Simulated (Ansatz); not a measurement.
```xyz
37
Lattice="4.6433 4.6433 0.0000 4.6433 -4.6433 0.0000 0.0000 0.0000 -8.8916" Properties=species:S:1:pos:R:3 pbc="T T T"
Ti    2.3927    2.3563   -5.8610
Ti    2.3965    2.2364   -2.9836
Ti    2.3934    2.3546   -0.1063
Ti    2.3943   -2.3405   -5.9332
Ti    6.8191    2.3352   -2.9839
Ti    2.3948   -2.3348   -0.0346
Ti    4.6375   -4.5512   -4.4621
Ti    4.6342   -4.5489   -1.5047
Ti    4.6521    4.4247   -7.4294
Ti    4.6612   -0.0794   -4.4678
Ti    4.6653   -0.0777   -1.4998
Ti    4.6686    0.1302   -7.4291
O     7.8606   -1.4119   -4.4540
O     7.8608   -1.4121   -1.5135
O     3.2031    3.1875   -7.4296
O     3.2271   -1.4216   -4.4696
O     3.2269   -1.4212   -1.4982
O     3.2971   -1.4800   -7.4296
O     3.7108    0.9088   -2.9838
O     3.6694    0.9170   -0.0020
O     3.6696    0.9171   -5.9654
O     8.3761    0.9073   -2.9842
O     8.3486    0.8673   -0.0254
O     8.3485    0.8666   -5.9423
O     5.5271   -0.8916   -2.9838
O     5.5476   -0.8668   -0.0149
O     5.5478   -0.8666   -5.9527
O     0.8928   -0.8844   -2.9841
O     0.9211   -0.8898   -0.0163
O     0.9211   -0.8900   -5.9512
O     6.0403   -3.1970   -4.4678
O     6.0404   -3.1969   -1.4999
O     5.8373   -3.1072   -7.4298
O     6.0333    1.4290   -4.4667
O     6.0331    1.4289   -1.5008
O     6.0264    1.4505   -7.4296
H     5.0614   -2.4932   -7.4308
```

Computed without spin polarisation.

The calculation used DFT PBE, scalar-relativistic, plane waves, PAW (Ansatz 0.2.0).

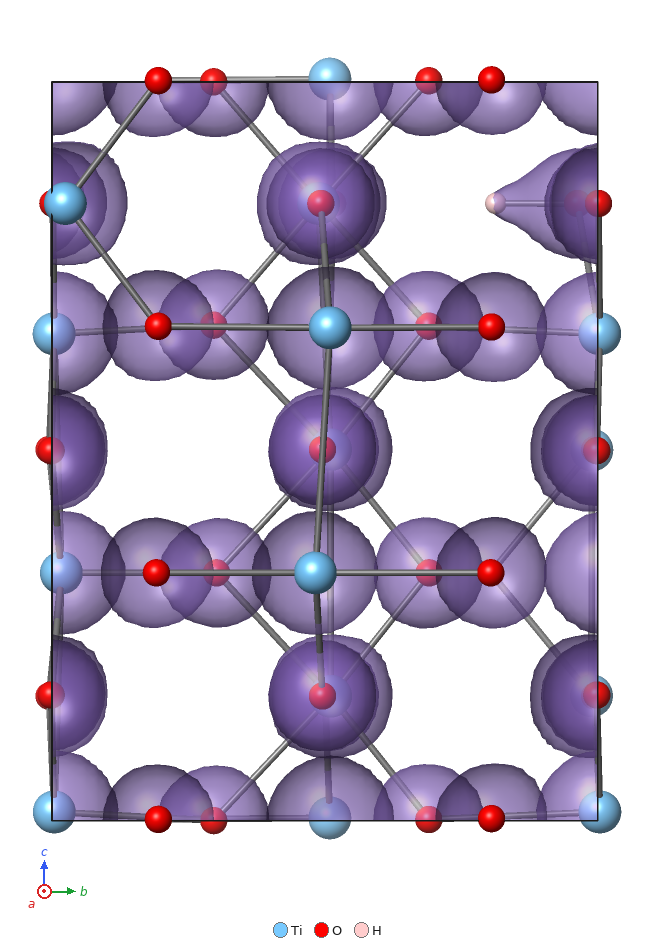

Ti12HO24 (cell charge +1, with a compensating background) (cell with a defect). Isosurface of the valence pseudo-density at 1.5 e/Å³ (purple), seen along the a axis. Sticks mark near contacts.

In a PAW calculation such maps are meaningful between the atoms, not at the nuclei.

What does this surface tell about the bonding?

At this value the density breaks into separate islands; it holds about 65 % of the electrons treated as valence (semicore included). It bridges the shortest O–H (0.99 Å) contacts, where the density stays above the isovalue. It is pinched off along the shortest Ti–O (1.85 Å), Ti–Ti (2.88 Å) and Ti–O (1.89 Å) contacts. On the grid the lowest density along these lines, outside the cores, is 2.1 e/Å³ (O–H, 0.99 Å), 0.94 e/Å³ (Ti–O, 1.85 Å), 0.25 e/Å³ (Ti–Ti, 2.88 Å) and 0.83 e/Å³ (Ti–O, 1.89 Å).
